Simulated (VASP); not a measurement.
Ba: geometry relaxation (part 3 of 3)

The same run, continued: Ba (slab, 4 atoms in the cell); Kohn-Sham DFT of a periodic cell, PBE, VASP PAW PBE potentials, recommended (VASP 6.6.1); cutoff 520 eV, 7×4×1 k-mesh, Gaussian smearing of 0.05 eV. The structure derives from an entry of the Crystallography Open Database. The run did not end well. It belongs to a series of runs on one base structure; here: the (1 1 1) slab of Ba, cut from the database cell, not relaxed.

Geometry of the input (Å; fractional positions):
```
4.1406  -0.0000  0.0000
1.8461  6.6611  0.0000
0.0000  0.0000  23.8483
Ba 0.6735  0.7323  0.3145
Ba 0.3470  0.4645  0.4382
Ba 0.0206  0.1968  0.5618
Ba 0.6941  0.9290  0.6855
```

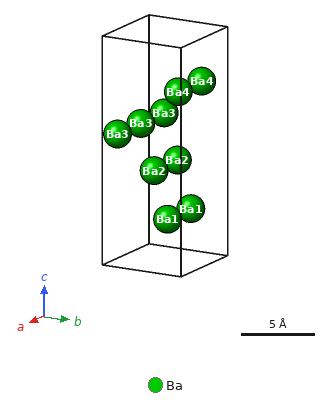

**Figure 1.** The geometry at step 4 of the log (spheres-only view of the 2 × 1 repeat of the cell, with the vacuum cut short, seen slightly off an axis; atoms are numbered from 1 in the order of the input).

## Parts of OUTCAR, continued
```
  FORCE on cell =-STRESS in cart. coord.  units (eV):
  Direction    XX          YY          ZZ          XY          YZ          ZX
  --------------------------------------------------------------------------------------
  -------------------------------------------------------------------------------------
  Total        3.0503483     -2.8451895      0.7328874      0.4568517     -2.4306505     -0.7415250
  in kB        7.4301219     -6.9303907      1.7851871      1.1128118     -5.9206450     -1.8062270
  external PRESSURE =       0.7616394 kB  Pullay stress =       0.0000000 kB

 VOLUME and BASIS-vectors are now :
 -----------------------------------------------------------------------------
  energy-cutoff  :      520.00
  volume of cell :      657.75
      direct lattice vectors                 reciprocal lattice vectors
     4.140594764  0.000000000  0.000000000     0.241511198 -0.066935067  0.000000000
     1.846123670  6.661075543  0.000000000     0.000000000  0.150125906  0.000000000
     0.000000000  0.000000000 23.848275668     0.000000000  0.000000000  0.041931753

 POSITION                                       TOTAL-FORCE (eV/Angst)
 -----------------------------------------------------------------------------------
      4.14059      4.87759      7.50000         0.107643      0.324270     -0.196642
      2.29447      3.09411     10.44943         0.008609      0.090884     -0.075140
      0.45244      1.32307     13.30037        -0.088144     -0.327502      0.458190
      4.48023      5.83366     16.59769        -0.028109     -0.087652     -0.186409
 -----------------------------------------------------------------------------------
    total drift:                               -0.000045      0.000027      0.000236

  FREE ENERGIE OF THE ION-ELECTRON SYSTEM (eV)
  ---------------------------------------------------
  free  energy   TOTEN  =        -4.6168653663 eV

  energy  without entropy=       -4.6028558364  energy(sigma->0) =       -4.60986060

--------------------------------------- Ionic step        6  -------------------------------------------

 number of electron      40.0000000 magnetization

------------------------ aborting loop because EDIFF is reached ----------------------------------------

  FORCE on cell =-STRESS in cart. coord.  units (eV):
  Direction    XX          YY          ZZ          XY          YZ          ZX
  --------------------------------------------------------------------------------------
  -------------------------------------------------------------------------------------
  Total        3.0940809     -2.7586075      0.9730063      0.4743661     -2.5407476     -0.7676461
  in kB        7.5366469     -6.7194917      2.3700753      1.1554739     -6.1888227     -1.8698535
  external PRESSURE =       1.0624102 kB  Pullay stress =       0.0000000 kB

 VOLUME and BASIS-vectors are now :
 -----------------------------------------------------------------------------
  energy-cutoff  :      520.00
  volume of cell :      657.75
      direct lattice vectors                 reciprocal lattice vectors
     4.140594764  0.000000000  0.000000000     0.241511198 -0.066935067  0.000000000
     1.846123670  6.661075543  0.000000000     0.000000000  0.150125906  0.000000000
     0.000000000  0.000000000 23.848275668     0.000000000  0.000000000  0.041931753

 POSITION                                       TOTAL-FORCE (eV/Angst)
 -----------------------------------------------------------------------------------
      4.14059      4.87759      7.50000         0.106424      0.326942     -0.206110
      2.29447      3.09411     10.44943         0.004890      0.063365     -0.031231
      0.45130      1.31959     13.32790        -0.069561     -0.248565      0.335497
      4.51063      5.93279     16.52796        -0.041753     -0.141742     -0.098156
 -----------------------------------------------------------------------------------
    total drift:                               -0.000117     -0.000373     -0.000384

  FREE ENERGIE OF THE ION-ELECTRON SYSTEM (eV)
  ---------------------------------------------------
  free  energy   TOTEN  =        -4.6266876359 eV

  energy  without entropy=       -4.6127067081  energy(sigma->0) =       -4.61969717

--------------------------------------- Ionic step        7  -------------------------------------------

 number of electron      40.0000000 magnetization

 E-fermi :  -0.6693     XC(G=0):  -3.8812     alpha+bet : -2.5956

 val. band max:       -0.6755177704   @ k =   0.0000   0.2500   0.0000
 cond. band min:      -0.6631943591   @ k =   0.1429   0.2500   0.0000
 fundamental gap:      0.0123234113
 Fermi energy:        -0.6693448264

 k-point     1 :       0.0000    0.0000    0.0000
  band No.  band energies     occupation
      1     -30.4573      2.00000
      2     -30.2974      2.00000
      3     -29.7990      2.00000
      4     -29.6504      2.00000
      5     -15.6788      2.00000
      6     -15.6339      2.00000
      7     -15.5786      2.00000
      8     -15.5148      2.00000
      9     -15.3051      2.00000
     10     -15.1579      2.00000
     11     -15.1168      2.00000
     12     -15.0329      2.00000
     13     -14.8915      2.00000
     14     -14.7224      2.00000
     15     -14.6505      2.00000
     16     -14.5428      2.00000
     17      -2.8524      2.00000
     18      -2.3651      2.00000
     19      -1.6619      2.00000
     20      -1.2607      2.00000
     21      -0.7779      1.99787
     22      -0.5814      0.01283
     23      -0.5637      0.00281
     24      -0.3943      0.00000

 k-point     2 :       0.1429    0.0000    0.0000
  band No.  band energies     occupation
      1     -30.4512      2.00000
      2     -30.2910      2.00000
      3     -29.7918      2.00000
      4     -29.6450      2.00000
      5     -15.6681      2.00000
      6     -15.6220      2.00000
      7     -15.5642      2.00000
      8     -15.5044      2.00000
      9     -15.3980      2.00000
     10     -15.2574      2.00000
     11     -15.1047      2.00000
     12     -15.0218      2.00000
     13     -14.8833      2.00000
     14     -14.8303      2.00000
     15     -14.6484      2.00000
     16     -14.6174      2.00000
     17      -2.5503      2.00000
     18      -2.0722      2.00000
     19      -1.3438      2.00000
     20      -0.8725      2.00000
     21      -0.6410      0.42320
     22      -0.4094      0.00000
     23      -0.3745      0.00000
     24      -0.1873      0.00000

 k-point     3 :       0.2857    0.0000    0.0000
  band No.  band energies     occupation
      1     -30.4373      2.00000
      2     -30.2766      2.00000
      3     -29.7755      2.00000
      4     -29.6329      2.00000
      5     -15.6453      2.00000
      6     -15.6026      2.00000
      7     -15.5895      2.00000
      8     -15.5408      2.00000
      9     -15.4851      2.00000
     10     -15.4481      2.00000
     11     -15.1186      2.00000
     12     -15.0172      2.00000
     13     -14.9963      2.00000
     14     -14.8652      2.00000
     15     -14.7760      2.00000
     16     -14.6600      2.00000
     17      -1.8093      2.00000
     18      -1.4322      2.00000
     19      -0.8537      2.00000
     20      -0.5619      0.00237
     21      -0.4725      0.00000
     22      -0.2674      0.00000
     23      -0.1408      0.00000
     24      -0.0818      0.00000

 k-point     4 :       0.4286    0.0000    0.0000
  band No.  band energies     occupation
      1     -30.4261      2.00000
      2     -30.2651      2.00000
      3     -29.7623      2.00000
      4     -29.6232      2.00000
      5     -15.7460      2.00000
      6     -15.6283      2.00000
      7     -15.6231      2.00000
      8     -15.5779      2.00000
      9     -15.5080      2.00000
     10     -15.4622      2.00000
     11     -15.2049      2.00000
     12     -15.1101      2.00000
     13     -14.9754      2.00000
     14     -14.8508      2.00000
     15     -14.8205      2.00000
     16     -14.7062      2.00000
     17      -1.2211      2.00000
     18      -1.0779      2.00000
     19      -0.7487      1.97514
     20      -0.7242      1.87909
     21      -0.5959      0.03779
     22      -0.4127      0.00000
     23      -0.3039      0.00000
     24      -0.1338      0.00000

 k-point     5 :       0.0000    0.2500    0.0000
  band No.  band energies     occupation
      1     -30.4573      2.00000
      2     -30.2973      2.00000
      3     -29.7990      2.00000
      4     -29.6505      2.00000
      5     -15.6790      2.00000
      6     -15.6350      2.00000
      7     -15.5789      2.00000
      8     -15.5161      2.00000
      9     -15.3051      2.00000
     10     -15.1580      2.00000
     11     -15.1171      2.00000
     12     -15.0359      2.00000
     13     -14.8892      2.00000
     14     -14.7226      2.00000
     15     -14.6502      2.00000
     16     -14.5427      2.00000
     17      -2.6423      2.00000
     18      -2.2138      2.00000
     19      -1.6200      2.00000
     20      -1.2872      2.00000
     21      -0.7668      1.99415
     22      -0.6755      1.13860
     23      -0.4763      0.00000
     24      -0.3937      0.00000

 [... the levels of 9 k-points are left out ...]

 k-point    15 :       0.4286    0.5000    0.0000
  band No.  band energies     occupation
      1     -30.4261      2.00000
      2     -30.2651      2.00000
      3     -29.7623      2.00000
      4     -29.6232      2.00000
      5     -15.7460      2.00000
      6     -15.6284      2.00000
      7     -15.6233      2.00000
      8     -15.5783      2.00000
      9     -15.5080      2.00000
     10     -15.4626      2.00000
     11     -15.2050      2.00000
     12     -15.1098      2.00000
     13     -14.9771      2.00000
     14     -14.8493      2.00000
     15     -14.8209      2.00000
     16     -14.7058      2.00000
     17      -1.2215      2.00000
     18      -1.0221      2.00000
     19      -0.8057      1.99989
     20      -0.7413      1.95804
     21      -0.6002      0.05065
     22      -0.4049      0.00000
     23      -0.2773      0.00000
     24      -0.0555      0.00000

------------------------ aborting loop because EDIFF is reached ----------------------------------------

 vacuum level on the upper side and lower side of the slab       (xc-potential included)        -0.356        -0.099

  FORCE on cell =-STRESS in cart. coord.  units (eV):
  Direction    XX          YY          ZZ          XY          YZ          ZX
  --------------------------------------------------------------------------------------
  -------------------------------------------------------------------------------------
  Total        3.0745582     -2.7760587      0.9007423      0.4610556     -2.4983750     -0.7434178
  in kB        7.4890931     -6.7620000      2.1940527      1.1230518     -6.0856104     -1.8108375
  external PRESSURE =       0.9737153 kB  Pullay stress =       0.0000000 kB

 VOLUME and BASIS-vectors are now :
 -----------------------------------------------------------------------------
  energy-cutoff  :      520.00
  volume of cell :      657.75
      direct lattice vectors                 reciprocal lattice vectors
     4.140594764  0.000000000  0.000000000     0.241511198 -0.066935067  0.000000000
     1.846123670  6.661075543  0.000000000     0.000000000  0.150125906  0.000000000
     0.000000000  0.000000000 23.848275668     0.000000000  0.000000000  0.041931753

 POSITION                                       TOTAL-FORCE (eV/Angst)
 -----------------------------------------------------------------------------------
      4.14059      4.87759      7.50000         0.105966      0.328163     -0.211112
      2.29447      3.09411     10.44943        -0.000693      0.045094     -0.000531
      0.44613      1.30094     13.34597        -0.066294     -0.235137      0.314314
      4.49786      5.89070     16.54186        -0.038979     -0.138119     -0.102672
 -----------------------------------------------------------------------------------
    total drift:                                0.000145      0.001426      0.000547

  FREE ENERGIE OF THE ION-ELECTRON SYSTEM (eV)
  ---------------------------------------------------
  free  energy   TOTEN  =        -4.6424452364 eV

  energy  without entropy=       -4.6285669467  energy(sigma->0) =       -4.63550609

 dipolmoment           0.000000      0.000000      0.001534 electrons x Angstroem

--------------------------------------- Ionic step        8  -------------------------------------------

 number of electron      40.0000000 magnetization

 dipolmoment           0.000000      0.000000     -0.004818 electrons x Angstroem

 Free energy of the ion-electron system (eV)
  ---------------------------------------------------
  ext. energy  EPLUGINS =         0.00000000
  ---------------------------------------------------
  free energy    TOTEN  =        -4.68467890 eV

  energy without entropy =       -4.67101039  energy(sigma->0) =       -4.67784464

------------------------ aborting loop because hard stop was set ---------------------------------------

 vacuum level on the upper side and lower side of the slab       (xc-potential included)        -0.426         0.020

  FORCE on cell =-STRESS in cart. coord.  units (eV):
  Direction    XX          YY          ZZ          XY          YZ          ZX
  --------------------------------------------------------------------------------------
  -------------------------------------------------------------------------------------
  Total        3.0197050     -2.8264642      0.6899746      0.4223050     -2.3666432     -0.6749145
  in kB        7.3554802     -6.8847790      1.6806590      1.0286622     -5.7647344     -1.6439753
  external PRESSURE =       0.7171201 kB  Pullay stress =       0.0000000 kB

 VOLUME and BASIS-vectors are now :
 -----------------------------------------------------------------------------
  energy-cutoff  :      520.00
  volume of cell :      657.75
      direct lattice vectors                 reciprocal lattice vectors
     4.140594764  0.000000000  0.000000000     0.241511198 -0.066935067  0.000000000
     1.846123670  6.661075543  0.000000000     0.000000000  0.150125906  0.000000000
     0.000000000  0.000000000 23.848275668     0.000000000  0.000000000  0.041931753

 POSITION                                       TOTAL-FORCE (eV/Angst)
 -----------------------------------------------------------------------------------
      4.14059      4.87759      7.50000         0.104848      0.333379     -0.224732
      2.29447      3.09411     10.44943        -0.015013     -0.005288      0.085958
      0.43063      1.24499     13.40016        -0.057716     -0.196336      0.254026
      4.45955      5.76443     16.58357        -0.032119     -0.131755     -0.115251
 -----------------------------------------------------------------------------------
    total drift:                               -0.000486     -0.002610      0.007151

  FREE ENERGIE OF THE ION-ELECTRON SYSTEM (eV)
  ---------------------------------------------------
  free  energy   TOTEN  =        -4.6846789037 eV

  energy  without entropy=       -4.6710103863  energy(sigma->0) =       -4.67784464

 vacuum level on the upper side and lower side of the slab         1.194         1.218
```

## CONTCAR
```
Ba
   1.00000000000000
     4.1405947640000003    0.0000000000000000    0.0000000000000000
     1.8461236696000001    6.6610755435000000    0.0000000000000000
     0.0000000000000000    0.0000000000000000   23.8482756677000012
  Ba
     4
Selective dynamics
Direct
     0.6735181406000024    0.7322527195000035    0.3144881460000022   F   F   F
     0.3470362811999976    0.4645054389999999    0.4381627153000025   F   F   F
     0.0206670093265931    0.1953046032237003    0.5596197992317907   T   T   T
     0.6919879759731127    0.8843469527327003    0.6936291776090721   T   T   T

  0.00000000E+00  0.00000000E+00  0.00000000E+00
  0.00000000E+00  0.00000000E+00  0.00000000E+00
  0.00000000E+00  0.00000000E+00  0.00000000E+00
  0.00000000E+00  0.00000000E+00  0.00000000E+00
```

## Trajectory as extended XYZ (Å, eV, eV/Å), 8 frames, from step=0 to step=7
```
4
Lattice="4.1406 0.0000 0.0000 1.8461 6.6611 0.0000 0.0000 0.0000 23.8483" Properties=species:S:1:pos:R:3:forces:R:3 step=0 energy=-4.56287
Ba    4.1406    4.8776    7.5000    0.1024   0.3341  -0.2350
Ba    2.2945    3.0941   10.4494   -0.0039  -0.0118   0.0928
Ba    0.4483    1.3106   13.3988    0.0039   0.0117  -0.0928
Ba    4.5889    6.1882   16.3483   -0.1024  -0.3341   0.2350
4
Lattice="4.1406 0.0000 0.0000 1.8461 6.6611 0.0000 0.0000 0.0000 23.8483" Properties=species:S:1:pos:R:3:forces:R:3 step=1 energy=-4.57150
Ba    4.1406    4.8776    7.5000    0.1027   0.3336  -0.2330
Ba    2.2945    3.0941   10.4494   -0.0033  -0.0070   0.0844
Ba    0.4485    1.3112   13.3944   -0.0023  -0.0070  -0.0609
Ba    4.5840    6.1721   16.3596   -0.0971  -0.3195   0.2095
4
Lattice="4.1406 0.0000 0.0000 1.8461 6.6611 0.0000 0.0000 0.0000 23.8483" Properties=species:S:1:pos:R:3:forces:R:3 step=2 energy=-4.59332
Ba    4.1406    4.8776    7.5000    0.1035   0.3321  -0.2277
Ba    2.2945    3.0941   10.4494   -0.0017   0.0069   0.0608
Ba    0.4491    1.3129   13.3809   -0.0192  -0.0614   0.0306
Ba    4.5692    6.1237   16.3936   -0.0826  -0.2776   0.1363
4
Lattice="4.1406 0.0000 0.0000 1.8461 6.6611 0.0000 0.0000 0.0000 23.8483" Properties=species:S:1:pos:R:3:forces:R:3 step=3 energy=-4.61994
Ba    4.1406    4.8776    7.5000    0.1050   0.3295  -0.2166
Ba    2.2945    3.0941   10.4494    0.0016   0.0361   0.0127
Ba    0.4502    1.3163   13.3541   -0.0474  -0.1622   0.1964
Ba    4.5395    6.0271   16.4616   -0.0592  -0.2034   0.0075
4
Lattice="4.1406 0.0000 0.0000 1.8461 6.6611 0.0000 0.0000 0.0000 23.8483" Properties=species:S:1:pos:R:3:forces:R:3 step=4 energy=-4.61687
Ba    4.1406    4.8776    7.5000    0.1076   0.3243  -0.1966
Ba    2.2945    3.0941   10.4494    0.0086   0.0909  -0.0751
Ba    0.4524    1.3231   13.3004   -0.0881  -0.3275   0.4582
Ba    4.4802    5.8337   16.5977   -0.0281  -0.0877  -0.1864
4
Lattice="4.1406 0.0000 0.0000 1.8461 6.6611 0.0000 0.0000 0.0000 23.8483" Properties=species:S:1:pos:R:3:forces:R:3 step=5 energy=-4.62669
Ba    4.1406    4.8776    7.5000    0.1064   0.3269  -0.2061
Ba    2.2945    3.0941   10.4494    0.0049   0.0634  -0.0312
Ba    0.4513    1.3196   13.3279   -0.0696  -0.2486   0.3355
Ba    4.5106    5.9328   16.5280   -0.0418  -0.1417  -0.0982
4
Lattice="4.1406 0.0000 0.0000 1.8461 6.6611 0.0000 0.0000 0.0000 23.8483" Properties=species:S:1:pos:R:3:forces:R:3 step=6 energy=-4.64245
Ba    4.1406    4.8776    7.5000    0.1060   0.3282  -0.2111
Ba    2.2945    3.0941   10.4494   -0.0007   0.0451  -0.0005
Ba    0.4461    1.3009   13.3460   -0.0663  -0.2351   0.3143
Ba    4.4979    5.8907   16.5419   -0.0390  -0.1381  -0.1027
4
Lattice="4.1406 0.0000 0.0000 1.8461 6.6611 0.0000 0.0000 0.0000 23.8483" Properties=species:S:1:pos:R:3:forces:R:3 step=7 energy=-4.68468
Ba    4.1406    4.8776    7.5000    0.1048   0.3334  -0.2247
Ba    2.2945    3.0941   10.4494   -0.0150  -0.0053   0.0860
Ba    0.4306    1.2450   13.4002   -0.0577  -0.1963   0.2540
Ba    4.4595    5.7644   16.5836   -0.0321  -0.1318  -0.1153
```
